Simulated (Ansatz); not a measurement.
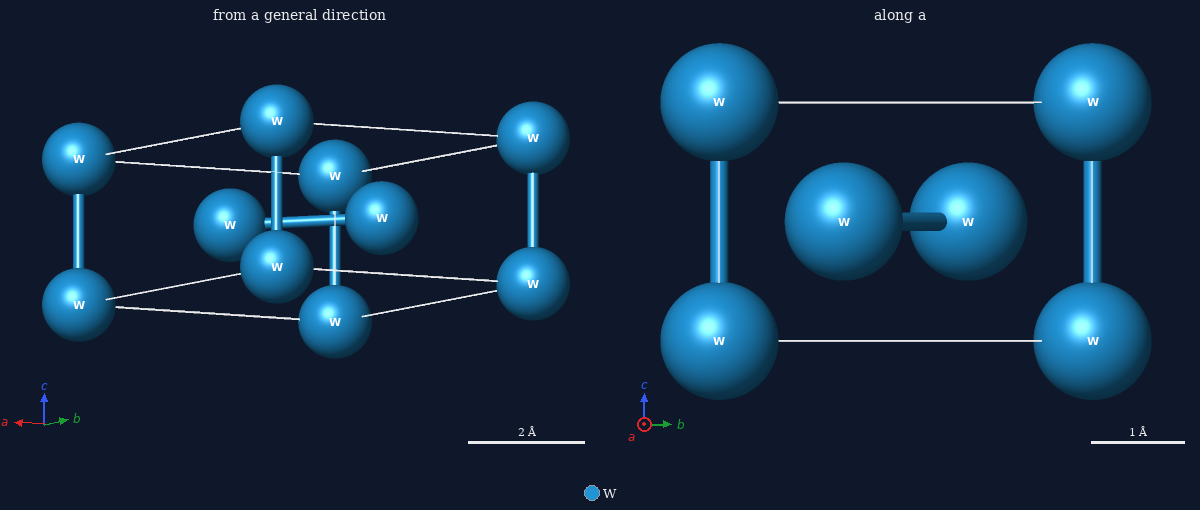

This ball-and-stick model is shown from a general direction and along the a axis. The edges of the conventional unit cell are marked.

The bonds drawn are W–W up to 2.90 Å (cut-off distances).

**What is the cell content?**

3 (tungsten), counting shared atoms by their share.

**What are the crystal system and the lattice centring?**

Primitive hexagonal.

**Identify the space group.**

P6/mmm (No. 191), with W on 1a and W on 2d.

**Which prototype does it follow?**

Ω phase (AlB₂-like).

Source of the structure: a textbook structure type filled with this element (whether it is the usual form wasn't checked). This is the structure after a relaxation with DFT r2SCAN, scalar-relativistic, plane waves, PAW (Ansatz).
